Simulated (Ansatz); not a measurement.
A series of calculations on TaC

Part 1: Relaxation

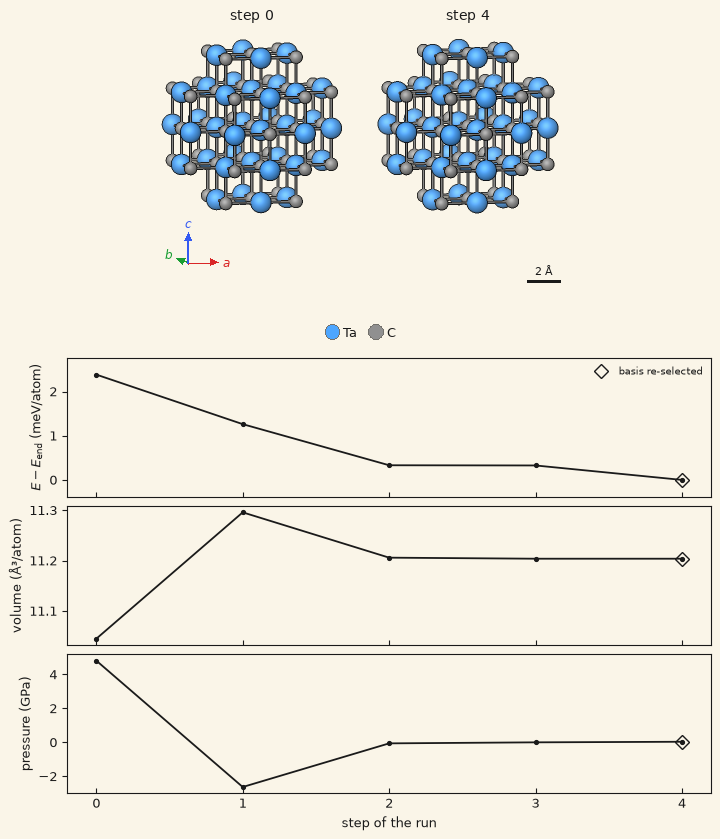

First and last geometry of a relaxation of crystalline TaC (set up in Fm-3m), with the history of the run. A ball-and-stick model of the conventional cell (4 times the calculation's cell), seen slightly off an axis. Lengths and directions refer to the drawn axes.

Method: DFT PBE, scalar-relativistic, plane waves, PAW (Ansatz 0.2.0).

Input
```yaml
crystal:
  lattice:
    - [0.0, 2.227, 2.227]
    - [2.227, 0.0, 2.227]
    - [2.227, 2.227, 0.0]
  atoms:
    - { symbol: Ta, position: [0.0, 0.0, 0.0] }
    - { symbol: C, position: [0.5, 0.5, 0.5] }
basis:
  ecutwfc: 420
kpoints:
  mp_grid: { grid: [16, 16, 16] }
hamiltonian:
  xc: pbe
scf:
  occupations: { method: gaussian, width: 0.1 }
output:
  forces: true
  stress: true
  eigenvalues: true
relax:
  adjacent_minimum: "off"
  f_tol: 0.005
  max_steps: 80
  cell: { stress_tol: 0.05 }
```

Launched with:
```bash
ansatz run input.yaml --threads 1 --pin off --max-ram 2560MiB --backend cpu --events-out ev --progress --plain --runs-dir out
```

Question: Did the run converge, and what did it change?

Answer: It converged. No atom moves by more than 0.005 Å relative to the cell. Cell: a = b = c 4.454 → 4.475 Å (+0.5 %). Volume +1.4 %. Some distances before and after: Ta1–Ta1 3.149 → 3.164 Å, Ta1–C2 2.227 → 2.238 Å. The space group stays Fm-3m (No. 225). The energy falls by 2.4 meV per atom in 3 accepted moves (4 points after the start). All forces vanish by symmetry, so only the cell relaxes. The pressure goes from 4.81 to 0.03 GPa. At 1 point the geometry stayed and the basis and grid were re-selected for the new cell (energy shift of 0.3 meV per atom at most each time). The run took 13 s on 1 thread of Oxide Virtual Turin-like Processor (Zen 5), with other jobs on the host, peak memory 0.4 GiB.

Part 2: Relaxation

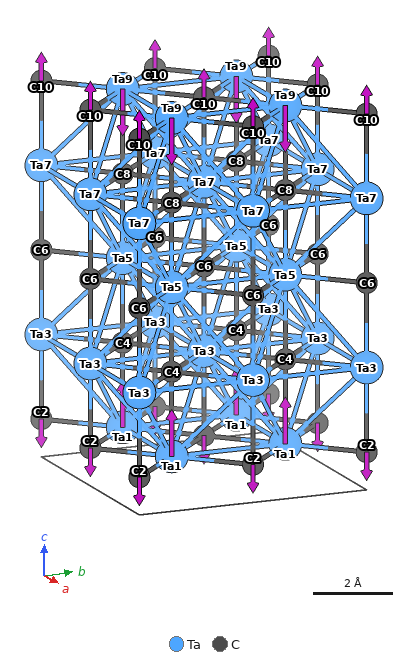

A relaxation of a slab of composition TaC (cut from the Fm-3m phase). The starting structure is drawn; purple arrows show the displacements, magnified 10 times.

A ball-and-stick model of the 2 × 2 repeat of the cell, outlined in the plane, without the vacuum, seen slightly off an axis.

Case: (1 0 0) slab, atoms relaxed. The slab is the (1 0 0) face of TaC.

Computed with Ansatz, DFT PBE, scalar-relativistic, plane waves, PAW. Set-up: plane-wave cutoff 420 eV; k-point mesh 11 × 11 × 1; occupations gaussian; smearing width 0.1 eV; no spin polarisation; dipole correction; atoms relaxed in a fixed cell; force threshold 0.02 eV/Å; at most 60 steps.

Question: What happened in the run?

Answer: After 4 geometry steps the energy has fallen by 0.480 eV per cell of the calculation. Largest force component: 2.6 eV/Å at the start, 0.013 eV/Å at the end. The largest moves relative to the layer's centre, 0.13 Å, are those of Ta1 and Ta9. Ta1 goes along the normal (+c). Largest moves by element: Ta 0.13 Å, C 0.08 Å. The lattice vectors keep their values. Near-neighbour distances that change, for instance: C8–Ta9 2.238 → 2.110 Å, Ta1–Ta3 3.164 → 3.079 Å, C2–Ta3 2.238 → 2.319 Å, Ta1–C2 2.238 → 2.247 Å. Bond angles that change, for instance: Ta9–C10–Ta9 180.0° → 169.6°, Ta7–C10–Ta9 90.0° → 84.8°.

Part 3: A change

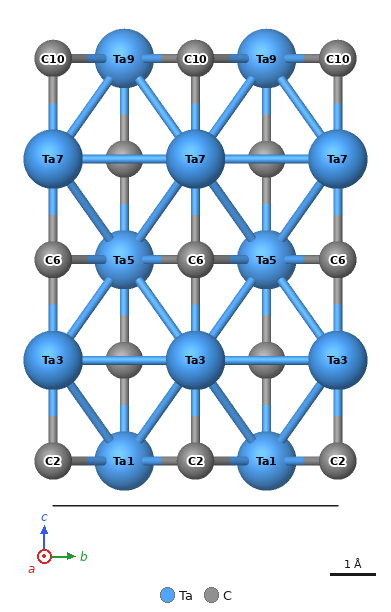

Reference structure: a (1 0 0) slab of TaC as cut from the relaxed bulk. The picture is a ball-and-stick view of the 2 × 2 repeat of the cell, outlined in the plane, without the vacuum, seen along the a axis.

All numbers below come from DFT PBE, scalar-relativistic, plane waves, PAW in Ansatz 0.2.0. Settings: plane-wave cutoff 420 eV; occupations gaussian; smearing width 0.1 eV; no spin polarisation. The k-mesh is chosen for each cell (11×11×15, 11×11×1).

Change: The atoms of the slab are relaxed at the bulk's in-plane cell.

The input:
```yaml
crystal:
  lattice:
    - [3.1644852942, 0.0, 0.0]
    - [0.0, 3.1644852942, 0.0]
    - [0.0, 0.0, 23.9505160421]
  atoms:
    - { symbol: Ta, position: [0.5, 0.5, 0.3131456536] }
    - { symbol: C, position: [0.0, 0.0, 0.3131456536] }
    - { symbol: Ta, position: [0.0, 0.0, 0.4065728268] }
    - { symbol: C, position: [0.5, 0.5, 0.4065728268] }
    - { symbol: Ta, position: [0.5, 0.5, 0.5] }
    - { symbol: C, position: [0.0, 0.0, 0.5] }
    - { symbol: Ta, position: [0.0, 0.0, 0.5934271732] }
    - { symbol: C, position: [0.5, 0.5, 0.5934271732] }
    - { symbol: Ta, position: [0.5, 0.5, 0.6868543464] }
    - { symbol: C, position: [0.0, 0.0, 0.6868543464] }
basis:
  ecutwfc: 420
kpoints:
  mp_grid: { grid: [11, 11, 1] }
hamiltonian:
  xc: pbe
scf:
  occupations: { method: gaussian, width: 0.1 }
output:
  forces: true
  eigenvalues: true
  write_density: true
  write_potential: true
  elf: true
  volumetric_format: npy
relax:
  adjacent_minimum: "off"
  f_tol: 0.02
  max_steps: 60
efield:
  axis: 3
  dipole_correction: true
  ramp_width: 0.04
```

Launched with:
```bash
ansatz run input.yaml --threads 1 --pin off --max-ram 2560MiB --backend cpu --events-out ev --progress --plain --runs-dir out
```

### Predict the response.

The surface energy (mean of the two faces) falls from 1.95 to 1.56 J/m². The top spacing, between the TaC and TaC planes, goes from 2.24 to 2.21 Å (−1.0 %), the bottom one (TaC to TaC) from 2.24 to 2.21 Å (−1.0 %). The top plane rumples by 0.20 Å. The cell doesn't change. The largest moves relative to the layer's centre, 0.13 Å, are those of Ta1 and Ta9. Ta1 goes along the normal (+c). Largest moves by element: Ta 0.13 Å, C 0.08 Å. Near-neighbour distances before and after: C–Ta 2.238 → 2.110 to 2.319 Å, Ta–Ta 3.164 → 3.079 to 3.164 Å.

Drawn alike, the variant:

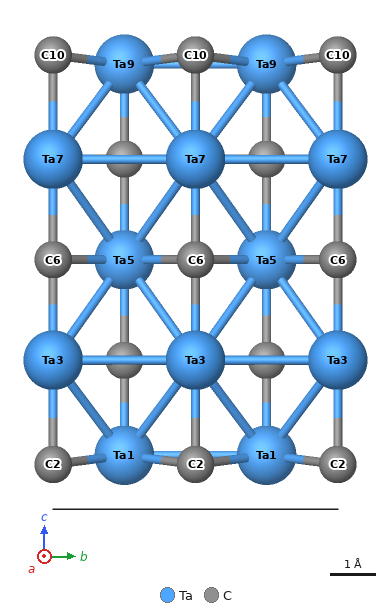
